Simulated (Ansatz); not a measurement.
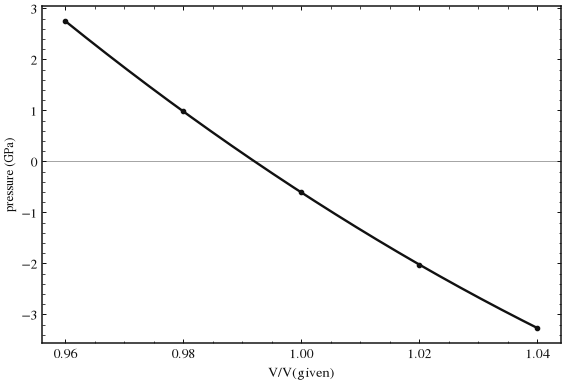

Caption: Pressure against V/V(given) for Al, space group Fm-3m (No. 225).

V(given) is 16.58 Å³/atom.

The pressure falls from 2.754 GPa at V/V(given) 0.96 to −3.266 GPa at 1.04, and changes sign near 0.99. The volume at zero pressure from a fit of the pressures is 16.4 Å³/atom. The bulk modulus from that fit is 77.8 GPa.

Method: periodic Kohn-Sham DFT of a crystal at fixed atoms, scaled to the stated factor times the given cell; pressure positive in compression (Ansatz 0.2.0). Level: PBE.

| setting | value |
| --- | --- |
| method | frozen-core PAW |
| relativity | scalar |
| k mesh | 14×14×14 |
| occupations | Fermi–Dirac |
| smearing width | 0.05 eV |
| wave cutoff | 420 eV |
| PAW set | soft_2 |

Cell as given: a = 2.862 Å, b = 2.862 Å, c = 2.862 Å, α = 60.00°, β = 60.00°, γ = 60.00°; 1 atom.
